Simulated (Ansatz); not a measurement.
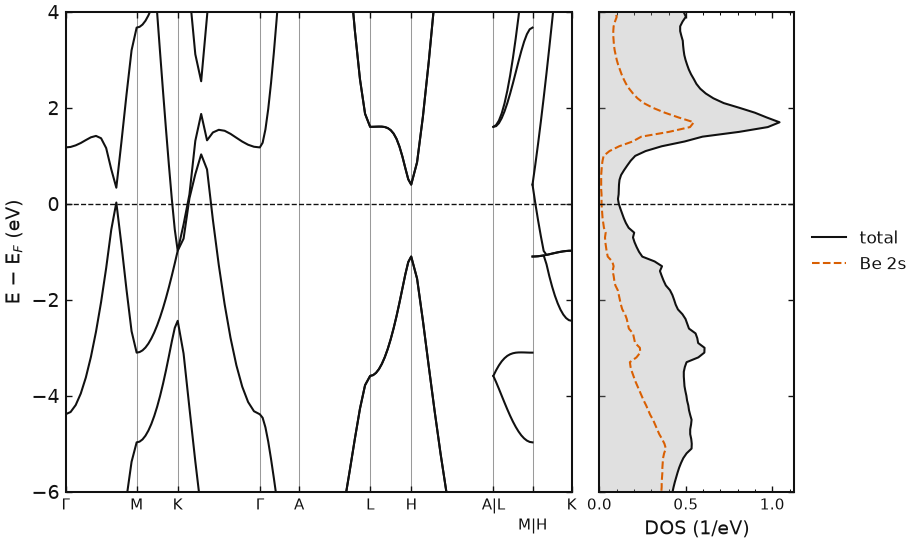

Band structure and density of states. Energies are counted from the Fermi level. The partial curves are projected on Löwdin-orthogonalised atomic shells; they sum to less than the total at higher energies, where shells without a projector contribute.

Q: Which Bravais lattice do the labels of the path belong to?

A: A hexagonal (primitive) lattice: the path Γ–M–K–Γ–A–L–H–A|L–M|H–K runs through the special points of its Brillouin zone.

System: Be, space group P6_3/mmc, 2 atoms in the cell.

Method: DFT PBE, scalar-relativistic, plane waves, PAW, no spin polarisation, 24×24×12 k mesh, 420 eV cutoff (Ansatz).

Q: Is there a gap at the Fermi level?

A: A metal: 2 bands cross the Fermi level along this path.

Q: What is the density of states at the Fermi level?

A: The density of states at the Fermi level is about 0.12 per eV and cell (mean within 0.25 eV), or 0.058 per atom.
